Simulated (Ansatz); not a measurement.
Consider ZrS$_{2}$ (slab).

```
CELL_PARAMETERS angstrom
3.62739 0.00000 0.00000
0.00000 8.60566 0.00000
0.00000 0.00000 26.47421
ATOMIC_POSITIONS crystal
S 0.50000 0.19475 0.22220
Zr 0.50000 0.28461 0.30235
S 0.50000 0.56984 0.30919
S 0.00000 0.24156 0.36329
Zr 0.00000 0.54993 0.37859
S 0.00000 0.83532 0.39192
S 0.50000 0.50872 0.44409
Zr 0.50000 0.80296 0.46032
S 0.50000 0.09545 0.47303
S 0.00000 0.77013 0.52697
Zr 0.00000 0.06261 0.53968
S 0.00000 0.35684 0.55592
S 0.50000 0.03022 0.60807
Zr 0.50000 0.31560 0.62141
S 0.50000 0.62399 0.63670
S 0.00000 0.29571 0.69081
Zr 0.00000 0.58094 0.69764
S 0.00000 0.67080 0.77779
```

Method: Ansatz 0.2.0, DFT PBEsol, scalar-relativistic, plane waves, PAW.

Predict the valence pseudo-density and electron localisation function between the atoms.

Answer. Zr–S (2.26 Å): the density is about 0.81 e/Å³ at the midpoint; the ELF peaks at about 0.85 in the valence shell of S, 0.8 Å from its nucleus, and is about 0.45 at the midpoint.
Zr–S (2.46 Å): ρ at the midpoint is about 0.52 e/Å³; the ELF peaks at about 0.85 in the valence shell of S, 0.8 Å from its nucleus, and is about 0.40 at the midpoint.
Zr–S (2.54 Å): the density is about 0.45 e/Å³ at the midpoint; the ELF peaks at about 0.85 in the valence shell of S, 0.9 Å from its nucleus, and is about 0.40 at the midpoint.
Zr–S (2.57 Å): the density is about 0.43 e/Å³ at the midpoint; the ELF peaks at about 0.85 in the valence shell of S, 0.9 Å from its nucleus, and is about 0.40 at the midpoint.

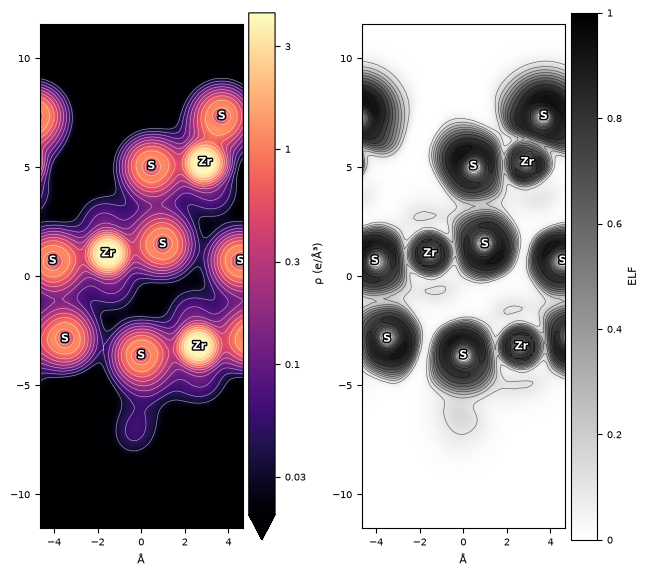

Computed valence pseudo-density and electron localisation function on the (100) plane of the calculation cell, a cut from vacuum to vacuum, in this order. 

The density is the valence pseudo-density of a PAW calculation; it isn't the true density close to the nuclei.
